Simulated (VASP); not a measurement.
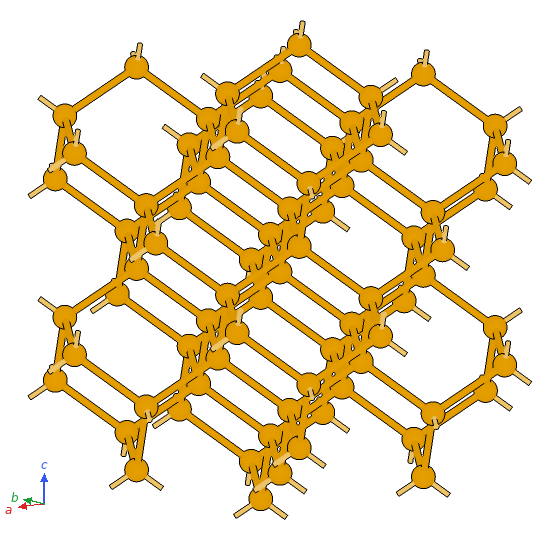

A cut-out of a periodic net derived from a crystal structure. Nodes are coloured by topological kind. Short stubs are edges that leave the cut-out.

> Classify the net: periodicity, connectivity, name.

A uninodal 4-connected, three-periodic net. It is the dia net, known from diamond, zinc blende and cristobalite.

> Give point symbol and coordination sequence.

6⁶, sequence 4, 12, 24, 42, 64.

The net was derived as follows. System GaAs (space group F-43m, No. 216); source of the atomic positions: an entry of the Crystallography Open Database, as set up for an electronic-structure calculation. Bonds are taken as As–Ga below 2.8 Å. Simplification: prune 0- and 1-connected atoms, fold 2-connected ones into links. As and Ga are 4-connected nodes.
